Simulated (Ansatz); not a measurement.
Input

```
crystal:
  lattice:
    - [-2.0782169569, 2.0782169569, 2.5082602704]
    - [2.0782169569, -2.0782169569, 2.5082602704]
    - [2.0782169569, 2.0782169569, -2.5082602704]
  atoms:
    - { symbol: Mg, position: [0.25, 0.25, 0.0] }
    - { symbol: Mg, position: [0.75, 0.75, 0.0] }
    - { symbol: O, position: [0.6215093946, 0.1215093946, 0.7430187892] }
    - { symbol: O, position: [0.3784906054, 0.8784906054, 0.2569812108] }
    - { symbol: O, position: [0.1215093946, 0.3784906054, 0.5] }
    - { symbol: O, position: [0.8784906054, 0.6215093946, 0.5] }
scf:
  occupations: { method: fixed }
output:
  forces: true
  stress: true
  eigenvalues: true
  write_density: true
  write_potential: true
  elf: true
  volumetric_format: npy
hamiltonian:
  xc: lda
basis:
  ecutwfc: 600
kpoints:
  mp_grid: { grid: [8, 8, 8] }
relax:
  f_tol: 0.003
  max_steps: 60
  cell: { stress_tol: 0.03, p_target: 15 }
```

Run with:

```sh
ansatz run input.yaml --threads 4 --pin off --max-ram 10240MiB --backend cpu --events-out ev --progress --plain --runs-dir out
```

Below, planes, directions and counts refer to the conventional cell (a = 4.23 Å, b = 4.23 Å, c = 5.14 Å, α = 90.00°, β = 90.00°, γ = 90.00°).

The fields are those of the relaxed geometry.

Space group I4/mcm; a generated structure, not necessarily the stable one; computed pressure about 15 GPa in this cell.

Method: DFT LDA, scalar-relativistic, plane waves, PAW in Ansatz 0.2.0.

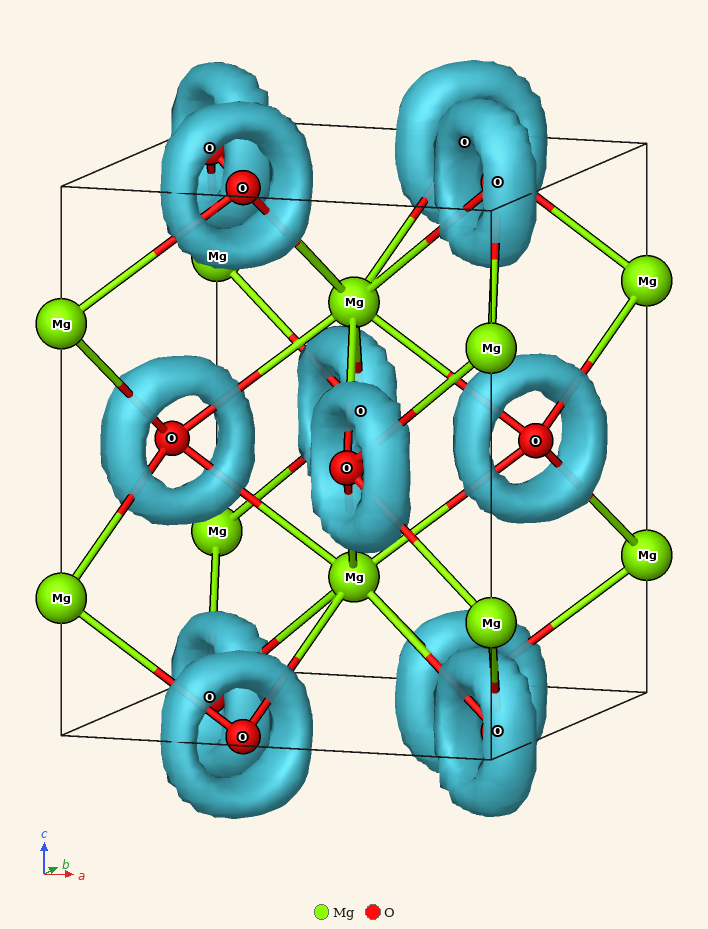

MgO$_{2}$. Isosurface of the ELF at 0.85 (cyan), seen slightly off an axis. Only the valence region is drawn (cores and ρ < 0.01 e/Å³ removed). Sticks mark near contacts.

Question: Identify the bonds, lone pairs and shells in this picture.

Answer: The ELF exceeds this value in eight regions wrapped around O (the valence shell of each), counted in one cell of 12 atoms. Any copies at cell faces, edges or corners count once. Profiles from the grid: O–O (1.44 Å): the ELF peaks at about 0.75 between the atoms. Mg–O (2.12 Å): the ELF peaks at about 0.90 in the valence shell of O, 0.7 Å from its nucleus, and is about 0.35 at the midpoint (a largely ionic contact).

Question: Metal or insulator at this level of theory?

Answer: It is gapped, with a Kohn–Sham gap of 3.2 eV on the k-point mesh, an upper bound to the gap of this method.
